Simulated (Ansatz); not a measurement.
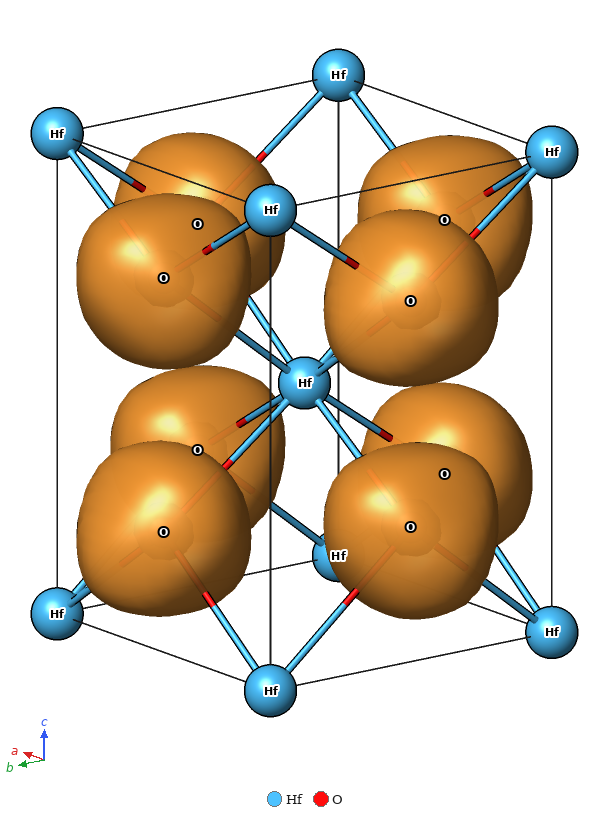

*HfO₂. Isosurface of the ELF at 0.6 (orange), seen at an oblique angle. Only the valence region is drawn (cores and ρ < 0.01 e/Å³ removed). Sticks mark near contacts.*

Space group Imm2; changed on purpose from its base cell (atom 2 (O) moved by (+0.000, -0.150) A along [1 1 0] and z); not relaxed (largest force 1.6 eV/Å).

Computed with DFT PBE, scalar-relativistic, plane waves, PAW in Ansatz 0.2.0.

Core electrons are frozen (PAW), and the valence fields are smoothed inside the atomic spheres.

```
Hf O
1.0
     2.54881    2.54881    0.00000
     2.54881   -2.54881    0.00000
     0.00000    0.00000   -5.09761
Hf O
2 4
Direct
  0.50000 0.50000 0.50000
  0.00000 0.00000 0.00000
  0.50000 0.00000 0.77943
  0.00000 0.50000 0.27943
  0.00000 0.50000 0.75000
  0.50000 0.00000 0.25000
```

Q: Describe the localisation domains.

A: At this value the surface marks out four regions wrapped around O (the valence shell of each), counted in one cell of 6 atoms. Regions shared between cells count once. Profiles from the grid: Hf–O (2.12 Å): the ELF peaks at about 0.85 in the valence shell of O, 0.6 Å from its nucleus, and drops to about 0.20 between the two atoms: no shared electron pair shows on this line. Hf–O (2.21 Å): the ELF peaks at about 0.85 in the valence shell of O, 0.6 Å from its nucleus, and drops to about 0.15 between the two atoms: no shared electron pair shows on this line.

Q: Does the calculation give a band gap?

A: It is gapped, with a Kohn–Sham gap of 3.7 eV on the k-point mesh, an upper bound to the gap of this method.
